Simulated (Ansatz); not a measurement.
H₂Ir₁₂O (slab)

Input file:

```
crystal:
  lattice:
    - [5.4313155574, 0.0, 0.0]
    - [-2.7156577787, 4.7036572487, 0.0]
    - [0.0, 0.0, 23.3472505826]
  atoms:
    - { symbol: Ir, position: [0.3333333333, 0.1666666667, 0.3426527664] }
    - { symbol: Ir, position: [0.3333333333, 0.6666666667, 0.3426527664] }
    - { symbol: Ir, position: [0.8333333333, 0.1666666667, 0.3426527664] }
    - { symbol: Ir, position: [0.8333333333, 0.6666666667, 0.3426527664] }
    - { symbol: Ir, position: [0.6666666667, 0.3333333333, 0.4357716296] }
    - { symbol: Ir, position: [0.6666666667, 0.8333333333, 0.4357716296] }
    - { symbol: Ir, position: [0.1666666667, 0.3333333333, 0.4357716296] }
    - { symbol: Ir, position: [0.1666666667, 0.8333333333, 0.4357716296] }
    - { symbol: Ir, position: [0.0, 0.5, 0.5288895454] }
    - { symbol: Ir, position: [0.0, 0.0, 0.5288895454] }
    - { symbol: Ir, position: [0.5, 0.5, 0.5288895454] }
    - { symbol: Ir, position: [0.5, 0.0, 0.5288895454] }
    - { symbol: O, position: [0.5203914294, -0.0583518292, 0.6652053822] }
    - { symbol: H, position: [0.6938625135, -0.0745928654, 0.6632865268] }
    - { symbol: H, position: [0.5, 0.0, 0.6261172679] }
basis:
  ecutwfc: 420
kpoints:
  mp_grid: { grid: [4, 4, 1] }
hamiltonian:
  xc: pbe
  dispersion: d3bj
scf:
  occupations: { method: gaussian, width: 0.1 }
output:
  forces: true
  eigenvalues: true
  write_density: true
  write_potential: true
  elf: true
  volumetric_format: npy
relax:
  adjacent_minimum: "off"
  f_tol: 0.04
  max_steps: 100
  constraints: [{ sites: [0, 1, 2, 3] }]
efield:
  axis: 3
  dipole_correction: true
  ramp_width: 0.04
```

Run with:

```sh
ansatz run input.yaml --threads 4 --pin off --max-ram 10240MiB --backend cpu --events-out ev --progress --plain --runs-dir out
```

The fields are those of the run's last geometry, not of the input's.

Computed without spin polarisation.

Method: Ansatz 0.2.0, DFT PBE+D3(BJ), scalar-relativistic, plane waves, PAW.

The density is the valence pseudo-density of a PAW calculation; it isn't the true density close to the nuclei.

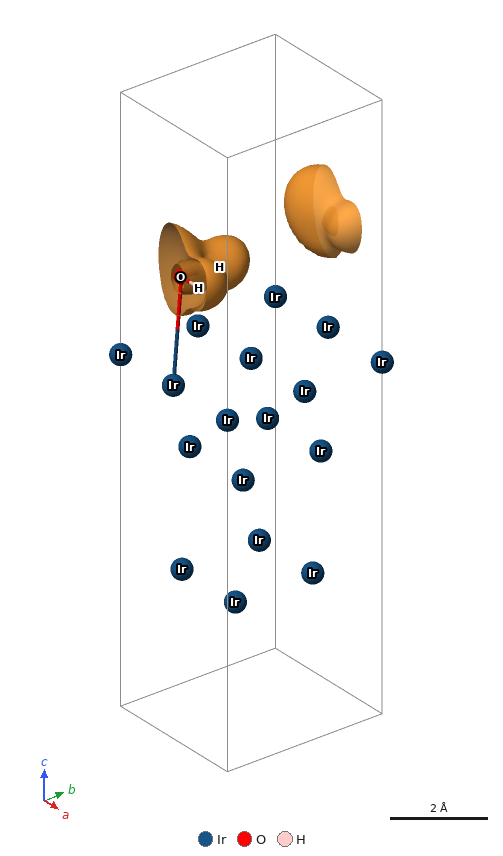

Figure 1. Isosurface of the electron localisation function at 0.7 (orange), seen at an oblique angle. Only the valence region is drawn (cores and ρ < 0.01 e/Å³ removed). Sticks mark near contacts.

Q: Identify the bonds, lone pairs and shells in this picture.

A: The surface consists of one joined region spread over several atoms (H, O), in which their bonds and any lone pairs are merged, counted in one cell of 15 atoms. Counts are for one cell; the picture repeats the cell along the surface.


O–H (0.98 Å): the ELF climbs to about 1 towards the hydrogen, as it does in any bond to H; a covalent bond by its length. Ir–O (2.36 Å): the ELF peaks at about 0.85 in the valence shell of O, 0.6 Å from its nucleus, and drops to about 0.10 between the two atoms (no localised pair shows between them).

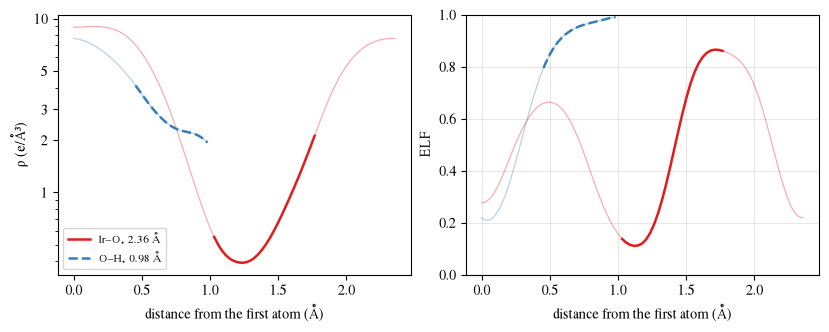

Figure 2. Valence pseudo-density and ELF along straight lines between neighbouring atoms. Thin, pale parts lie inside the atomic spheres.

Q: Compare the contacts.

A: Ir–O (2.36 Å): ρ is about 0.4 e/Å³ halfway; the ELF peaks at about 0.85 in the valence shell of O, 0.6 Å from its nucleus, and drops to about 0.10 between the two atoms (no localised pair shows between them).
O–H (0.98 Å): the density is about 3.8 e/Å³ at the midpoint; the ELF climbs to about 1 towards the hydrogen: an ordinary covalent bond to hydrogen.

Q: Metal or insulator at this level of theory?

A: It is metallic or semimetallic at this level of theory: no gap opens.
